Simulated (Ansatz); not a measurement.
```xyz
5
Lattice="4.0986 0.0000 0.0000 -2.0493 3.5495 0.0000 0.0000 0.0000 4.9821" Properties=species:S:1:pos:R:3 pbc="T T T"
Al    0.0000    0.0000    0.0000
Al    0.0000    2.3663    1.7513
Al    2.0493    1.1831    3.2308
Cu    0.0000    2.3663    4.1964
Cu    2.0493    1.1831    0.7857
```

Space group P-3m1; a structure from a database of computed crystals, not necessarily the ambient phase; computed without spin polarisation.

Theory: Ansatz 0.2.0, DFT PBEsol, scalar-relativistic, plane waves, PAW.

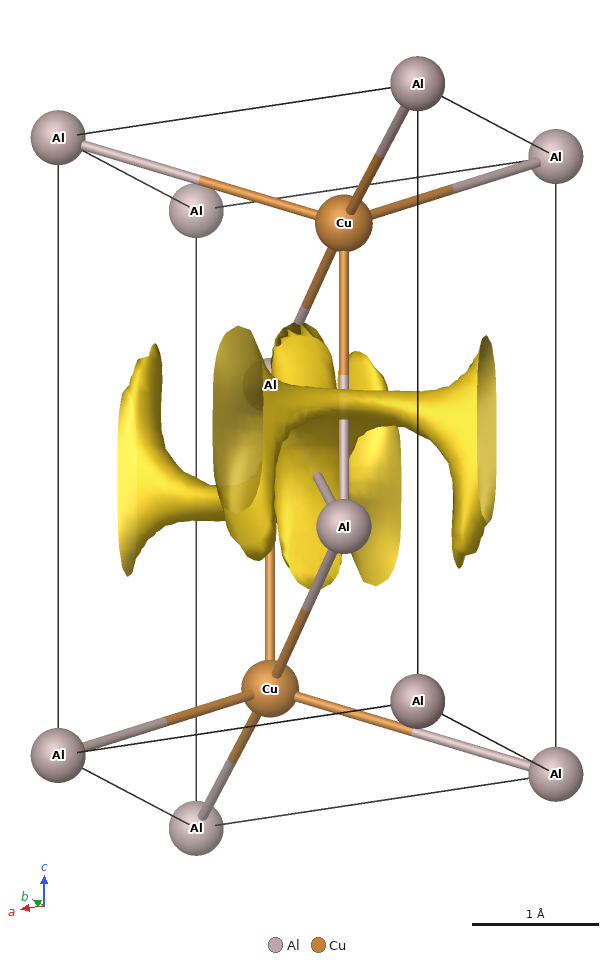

Al₃Cu₂. Isosurface of the electron localisation function at 0.65 (yellow), seen at an oblique angle. Only the valence region is drawn (cores and ρ < 0.01 e/Å³ removed). Sticks mark near contacts.

Core electrons are frozen (PAW), and the valence fields are smoothed inside the atomic spheres.

### Describe the localisation domains.

At this value the surface marks out sheets that run through the cell in two directions, counted in one cell of 5 atoms. Regions shared between cells count once. Along the contacts the grid gives the following. Al–Cu (2.45 Å): the ELF peaks at about 0.70 between the atoms. Al–Al (2.79 Å): the ELF peaks at about 0.70 between the atoms.
